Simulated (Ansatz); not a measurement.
## Electronic structure of BN (slab) in real space

Input file:

```
crystal:
  lattice:
    - [2.504348873, 0.0, 0.0]
    - [-1.2521744365, 2.1688297439, 0.0]
    - [0.0, 0.0, 25.5286415822]
  atoms:
    - { symbol: B, position: [0.6666666667, 0.3333333333, 0.293787665] }
    - { symbol: "N", position: [0.3333333333, 0.6666666667, 0.293787665] }
    - { symbol: B, position: [0.3333333333, 0.6666666667, 0.431262555] }
    - { symbol: "N", position: [0.6666666667, 0.3333333333, 0.431262555] }
    - { symbol: B, position: [0.6666666667, 0.3333333333, 0.568737445] }
    - { symbol: "N", position: [0.3333333333, 0.6666666667, 0.568737445] }
    - { symbol: B, position: [0.3333333333, 0.6666666667, 0.706212335] }
    - { symbol: "N", position: [0.6666666667, 0.3333333333, 0.706212335] }
basis:
  ecutwfc: 420
kpoints:
  mp_grid: { grid: [12, 12, 1] }
hamiltonian:
  xc: pbesol
scf:
  occupations: { method: gaussian, width: 0.05 }
output:
  forces: true
  stress: true
  eigenvalues: true
  write_density: true
  write_potential: true
  elf: true
  volumetric_format: npy
efield:
  axis: 3
  dipole_correction: true
  ramp_width: 0.04
```

Command:

```sh
ansatz run input.yaml --threads 1 --pin off --max-ram 2560MiB --backend cpu --events-out ev --progress --plain --runs-dir out
```

These are results of DFT PBEsol, scalar-relativistic, plane waves, PAW in Ansatz 0.2.0, not measurements.

In a PAW calculation such maps are meaningful between the atoms, not at the nuclei.

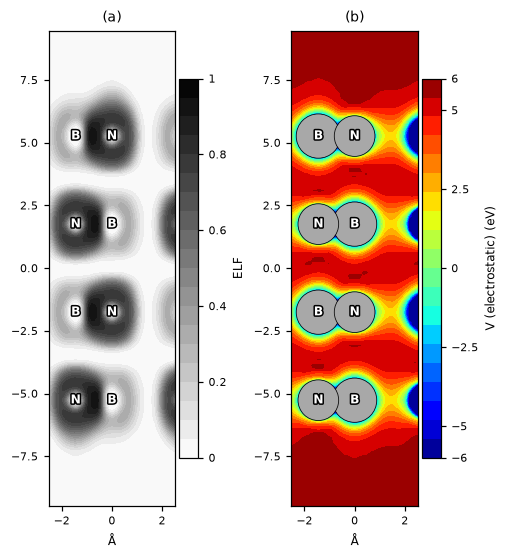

Figure 1. (a) electron localisation function; (b) electrostatic potential energy of an electron on the (110) plane of the calculation cell, a cut from vacuum to vacuum. Grey discs cover the atomic cores in the potential map.

> Interpret the plot.

- The section cuts through B and N sites.
- B–N (1.45 Å): the ELF peaks at about 0.95 between the atoms; a shared but strongly polarised pair.
- Outside the cores the potential energy rises away from the atoms and is highest in the vacuum; its zero is arbitrary.

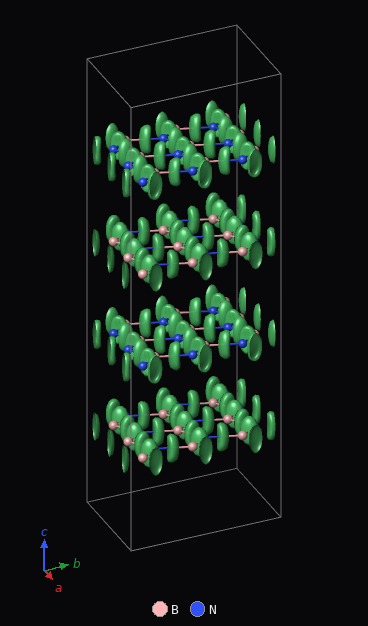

Figure 2. Isosurface of the electron localisation function at 0.85 (green), seen slightly off an axis. Core shells and regions of very low density are left out. Sticks mark near contacts.

> What do the ELF domains correspond to?

The ELF exceeds this value in twelve regions between bonded B–N atoms (shared pairs), counted in one cell of 8 atoms. Counts are for one cell; the picture repeats the cell along the surface.

> Does the calculation make it a metal, or give it a gap?

It is gapped, with a Kohn–Sham gap of 4.3 eV on the k-point mesh (the band edges may lie off the mesh, which would make the gap smaller).
